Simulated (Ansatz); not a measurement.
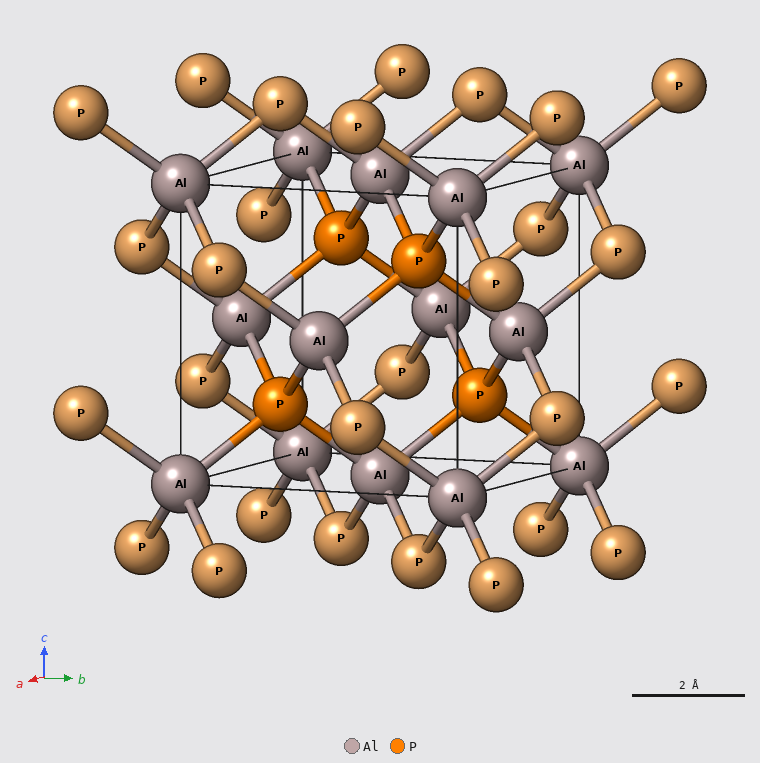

Fig. 1: The structure as given in the input (ball-and-stick view of the cell 4 times as large as that of the calculation, set on its symmetry axes, seen slightly off an axis; neighbours outside the cell are drawn fainter). Near neighbours in the crystal (not all of them lie inside the picture): Al has 4 P at 2.36 Å; P has 4 Al at 2.36 Å.

## AlP: field-gradient calculation

AlP (2 atoms in the cell), computed with DFT, r2SCAN, plane waves, PAW, no spin polarisation (Ansatz 0.2.0).

### Input
```yaml
crystal:
  lattice:
    - [0.0, 2.7255, 2.7255]
    - [2.7255, 0.0, 2.7255]
    - [2.7255, 2.7255, 0.0]
  atoms:
    - { symbol: Al, position: [0.0, 0.0, 0.0] }
    - { symbol: P, position: [0.25, 0.25, 0.25] }
kpoints:
  mp_grid: { grid: [9, 9, 9] }
scf:
  occupations: { method: fermi_dirac, width: 0.02 }
  n_extra_bands: 4
  mixing: { preconditioner: resta }
hamiltonian:
  xc: r2scan
  pseudopotentials: { kind: paw }
output:
  forces: true
  stress: true
  populations: true
  efg: { quadrupole_moments_barn: { Al: 0.1466 }, contact_densities: true }
  write_density: true
  write_potential: true
  elf: true
  volumetric_format: npy
```

Machine: 1 thread of Arm Neoverse V2, 24 GiB of memory available, shared host.

Command:
```bash
ansatz run input.yaml --threads 1 --pin off --max-ram 2560MiB --backend cpu --events-out ev --progress --plain --runs-dir out
```

### Log
```
scf.n_extra_bands = 4 over 4 filled bands (N_el = 8.0): the run solves 8 bands
Engine: ansatz 0.2.0, aarch64-unknown-linux-gnu
Pseudopotentials: kind: paw
Pseudopotential: Al, paw, valence charge 3, recommended cutoff 500 eV (meta_gga), Al.paw.azcp
Pseudopotential: P, paw, valence charge 5, recommended cutoff 500 eV (meta_gga), P.paw.azcp
Functional definition: r2SCAN
  parameter k0 = 0.174
  parameter k1 = 0.065
  parameter a1 = 4.9479
  exchange = r2scan_x(k0 = k0, k1 = k1, a1 = a1)
  correlation = r2scan_c
Crystal: 2 atoms, lattice volume = 40.492 Å³
Basis set: ecut = 500 eV, 965 PW (Γ), exchange–correlation on 120×120×120 points (64 copies of the dense FFT grid, shifted against one another)
Bands: 8, of which v1, the nominal top of the filled ones, is band 4 counted from 1 (3 counted from 0)
Symmetry: 24 space group operations
Space group: F-43m (ITA 216), of the structure as read, at distance tolerance 3.4e-5 Å
k-points: 35 of 729 (time reversal used)
Non-local potential: Al, projectors of the file, l = 0: 2, l = 1: 2, l = 2: 1
Non-local potential: P, projectors of the file, l = 0: 2, l = 1: 2, l = 2: 2
PAW form: soft (Blöchl's): semilocal exchange-correlation on the pseudo side does not see the compensation charge
PAW frozen core: Al, regenerated for the run's functional (the file was generated under x = pbe(κ = 0.804, μ = 0.2195149727645171), c = pbe(β = 0.06672455060314922))
PAW frozen core: P, regenerated for the run's functional (the file was generated under x = pbe(κ = 0.804, μ = 0.2195149727645171), c = pbe(β = 0.06672455060314922))
PAW one-centre angular grid: Al, 302 points (default); XC on 160 Gauss nodes
PAW one-centre angular grid: P, 302 points (default); XC on 160 Gauss nodes
Initial density: superposition of atomic densities (neutral atoms: chi_scale 0, normalization atom), corrected by the library's trained network
Initial wavefunctions: pseudopotential atomic-orbital guess
Functional: x = r2scan, c = r2scan; τ floored in thin density (d = 2e-4 eV/Å³)
SCF iter   1: F=—  HF=-1301.032534 eV  |F-HF|=—  |Δ(HF+E_count)|=         —  Δρ=2.86e-3  dr2=2.90e-3  dr2_τ=1.35e-2  ethr=1.77e-3  ⟨swp⟩=6.4  Hψ=2714  notcnv=0
preconditioner: resta → Resta (q_TF=auto, 2.082 Å⁻¹)  ε∞=3.4, the Penn estimate 3.394003355002509  [insulator: Δε(μ)=1.926 eV  Ē_g=10.667 eV  σ=0.020 eV  W_gap=1.00  ℏωp=16.5 eV]
SCF iter   2: F=—  HF=-1301.064092 eV  |F-HF|=—  |Δ(HF+E_count)|=   3.16e-2  Δρ=2.20e-3  dr2=1.85e-3  dr2_τ=2.09e-5  ethr=3.63e-5  ⟨swp⟩=3.2  Hψ=996  notcnv=0
SCF iter   3: F=—  HF=-1301.063924 eV  |F-HF|=—  |Δ(HF+E_count)|=   1.68e-4  Δρ=5.17e-4  dr2=1.58e-4  dr2_τ=7.97e-6  ethr=2.32e-5  ⟨swp⟩=2.1  Hψ=529  notcnv=0
SCF iter   4: F=—  HF=-1301.063964 eV  |F-HF|=—  |Δ(HF+E_count)|=   4.04e-5  Δρ=2.05e-4  dr2=2.11e-5  dr2_τ=6.63e-7  ethr=1.97e-6  ⟨swp⟩=2.4  Hψ=410  notcnv=0
SCF iter   5: F=—  HF=-1301.063971 eV  |F-HF|=—  |Δ(HF+E_count)|=   6.97e-6  Δρ=1.88e-5  dr2=1.62e-7  dr2_τ=5.98e-9  ethr=2.64e-7  ⟨swp⟩=2.1  Hψ=413  notcnv=0
SCF iter   6: F=-1301.063971 eV  HF=-1301.063971 eV  |F-HF|=1.02e-9  |Δ(HF+E_count)|=   8.12e-8  Δρ=2.59e-6  dr2=3.38e-9  dr2_τ=1.21e-10  ethr=1.25e-9  ⟨swp⟩=11.5  Hψ=2289  notcnv=0
SCF 1 converged in 6 iterations: F = -1301.063971 eV  dr2 = 3.38e-9
  greatest PAW one-centre occupation: 0.777 electrons in one spin orbital (limit 2), on the P atom at site 1 (counted from 0), in its partial waves of l = 0
```

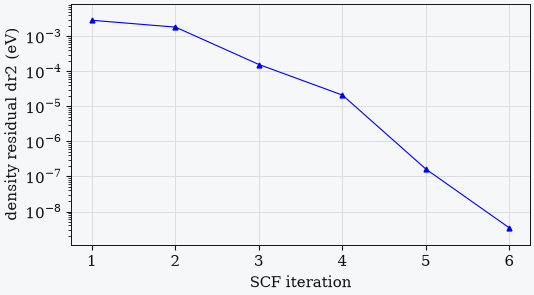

Fig. 2: Convergence of the self-consistent field: density residual dr2 against the SCF iteration. The residual falls at every step.

```
SCF converged after 6 iterations
Free energy (F): -1301.063971 eV
Harris-Foulkes:  -1301.063971 eV  (|F-HF|=1.02e-9)
Internal energy: -1301.063971 eV  (E = F + TS)
E sigma→0 (E₀):  -1301.063971 eV
Fermi energy:    5.917112 eV
--- Per-component energies (eV) ---
  E_band       = 2.571491
  E_kinetic    = 94.425194
  E_local      = -81.230428  (includes V_loc(G=0)·N_el)
  E_nonlocal   = 43.459328
  E_hartree    = 25.091162
  E_xc         = -95.856581
  E_vxc        = -96.938234  (∫ρ·V_xc dr)
  E_paw        = -1049.127781  (= ΣΔE_a)
  E_vpaw       = -11.408324  (= ΣTr[D̂ρ^β])
  E_aug_tail   = -0.000000  (compensation charges beyond the density's cutoff)
  E_vtau       = 4.081778  (kinetic-family band-sum trace: ∫τ·v_τ [+ j·A + Jᵃ·Aᵃ] dr)
  E_ewald      = -237.673915
  E_core_change = -0.150950  (= ΣΔE_core)
  E_smearing   = -0.000000  (= −TS)
  E_closure    = 0.000000  (closes the sum)
  Σ components = -1301.063971   (vs F -1301.063971, Δ=0.00e0)
--- Forces (eV/Å), atoms counted from 1 ---
  atom   1  Al     0.00000000    -0.00000000     0.00000000
  atom   2  P     -0.00000000     0.00000000     0.00000000
  max |Σ_I F_I| component: 7.40e-17 eV/Å
--- Stress (GPa, compression-positive) ---
        1.415004      -0.000000      -0.000000
        0.000000       1.415004       0.000000
       -0.000000       0.000000       1.415004
  P = ⅓ Tr σ = 1.4150 GPa (14.150 kbar)
--- PAW observables at the nuclei: V_zz in 10²¹ V/m², potentials from the cell's mean, atoms counted from 1 ---
  atom   1  Al V_zz =    +0.000000   η = 0.0000   by run symmetry: forbidden   C_q = +0.0000 MHz
            electrostatic potential = -1226.479936 V   contact ρ = 10065.944331 e/Å³
  atom   2  P  V_zz =    -0.000000   η = 0.0000   by run symmetry: forbidden
            electrostatic potential = -1493.197765 V   contact ρ = 15991.381154 e/Å³
--- Band table (eV; the first three rows and the last of 35) ---
  k-point 0: bands = ["-7.0911", "4.9327", "4.9327", "4.9327", "8.9798", "9.9025", "9.9025", "9.9025"]
  k-point 1: bands = ["-6.9478", "3.9260", "4.8086", "4.8086", "9.2721", "10.1471", "10.1471", "10.4006"]
  k-point 2: bands = ["-6.5381", "2.1399", "4.5409", "4.5409", "8.9092", "10.4964", "10.4964", "12.1307"]
  k-point 34: bands = ["-4.6610", "-0.0859", "1.5960", "2.3103", "9.4798", "10.8963", "11.3726", "13.0277"]
--- Löwdin populations: 2 sites ---
  site symbol       q [e]
     0     Al      2.5556
     1      P      5.3793
  spilling = 0.008138 (of n_electrons = 8.000000)
```

### File populations.tsv
```
# site	symbol	l	j	q
# orbitals = lowdin
# n_electrons = 8.000000
# spilling = 0.008138
0	Al	0_3S	-	0.813979
0	Al	1_3P	-	1.741664
1	P	0_3S	-	1.318503
1	P	1_3P	-	4.060752
```

### File v_z.tsv
```
# z_ang	v_es[eV]	v_tot[eV]
# format = ansatz-planar-average/11
# xc	r2scan
# density_cutoff_ev	2000
# datasets	Al=:simpson_from_first_knot:soft:shift=0	P=:simpson_from_first_knot:soft:shift=0
# lattice	0.000000000	2.725500000	2.725500000
# lattice	2.725500000	0.000000000	2.725500000
# lattice	2.725500000	2.725500000	0.000000000
# sites	2
# site	13	0.000000000	0.000000000	0.000000000
# site	15	1.362750000	1.362750000	1.362750000
0.000000	1.012416e0	-9.986895e0
0.128481	1.073699e-2	-1.138536e1
0.256963	-1.228892e0	-1.286627e1
0.385444	-2.537866e0	-1.427539e1
0.513925	-3.682539e0	-1.542233e1
0.642407	-4.442163e0	-1.616497e1
0.770888	-4.681143e0	-1.632858e1
0.899369	-4.386346e0	-1.587527e1
1.027850	-3.644738e0	-1.490946e1
1.156332	-2.569671e0	-1.351738e1
1.284813	-1.232792e0	-1.180535e1
1.413294	3.329364e-1	-9.832641e0
1.541776	2.060368e0	-7.695375e0
1.670257	3.798749e0	-5.594568e0
1.798738	5.351753e0	-3.646223e0
1.927220	6.555049e0	-2.001547e0
2.055701	7.346618e0	-8.344136e-1
2.184182	7.780013e0	-1.004462e-1
2.312663	7.941254e0	3.001909e-1
2.441145	7.865530e0	3.934955e-1
2.569626	7.559684e0	1.845174e-1
2.698107	7.017473e0	-2.884580e-1
2.826589	6.257356e0	-9.199333e-1
2.955070	5.369796e0	-1.811384e0
3.083551	4.494756e0	-3.054849e0
3.212033	3.748129e0	-4.350309e0
3.340514	3.164093e0	-5.523773e0
3.468995	2.692706e0	-6.651962e0
3.597476	2.248144e0	-7.697951e0
3.725958	1.731104e0	-8.750662e0
```

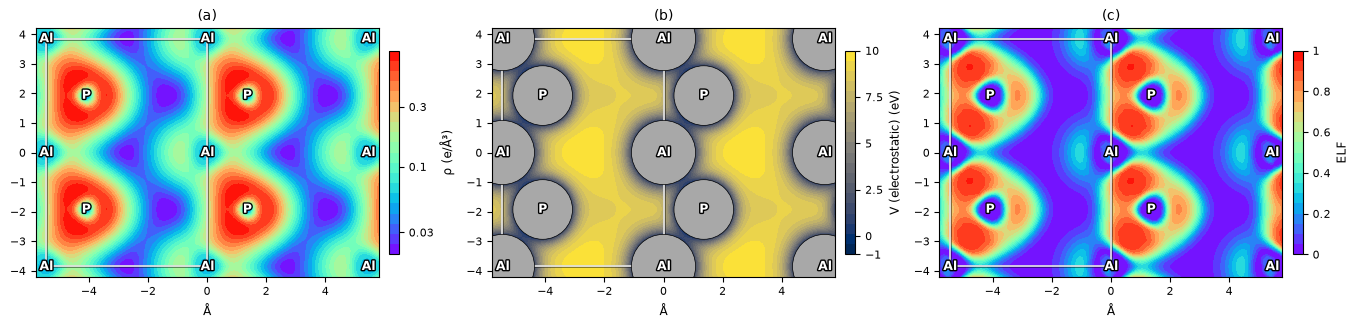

Fig. 3: (a) valence charge density (pseudo); (b) electrostatic potential energy of an electron; (c) ELF on the (011) plane of the conventional cell. Grey discs, where drawn, cover atomic cores. The section cuts through Al and P sites. Al–P (2.36 Å): the density is about 0.53 e/Å³ at the midpoint; the ELF peaks at about 0.95 between the atoms (a shared electron pair). Away from the nuclei the density in this plane falls to 0.02 e/Å³ at its lowest. Outside the cores the potential energy rises away from the atoms and is highest about 2.4 Å from the nearest atoms; outside the discs it spans about 10 eV, and its zero is arbitrary. The fields are those of the smooth PAW valence density.

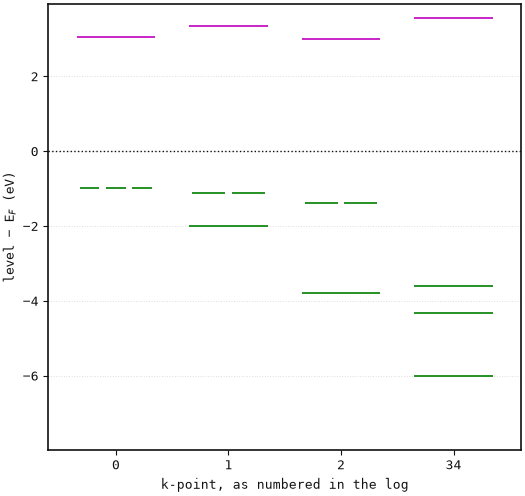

Fig. 4: Kohn–Sham levels near the Fermi level (dotted) at the few k-points that the log prints; levels within 0.02 eV of each other stand side by side. Among these points the highest filled and lowest empty levels are 3.98 eV apart; the gap on the full mesh, 1.98 eV, has an edge at a point that isn't printed.

### Key numbers

- outcome: converged
- space group (tolerance 0.01 Å): F-43m (216)
- electrons treated: 8
- free energy: −1301.0640 eV
- Fermi energy: 5.917 eV
- gap on the k-point mesh: 1.98 eV
- pressure: 1.42 GPa
- field gradient V_zz (10²¹ V/m²): zero at all sites
- largest force (length of the vector): under 0.001 eV/Å
- wall time: 6 s
- peak memory: 0.41 GiB

### Notes

Settings chosen away from the usual ones: scf.n_extra_bands = 4, hamiltonian.xc = "r2scan", scf.mixing.preconditioner = "resta".
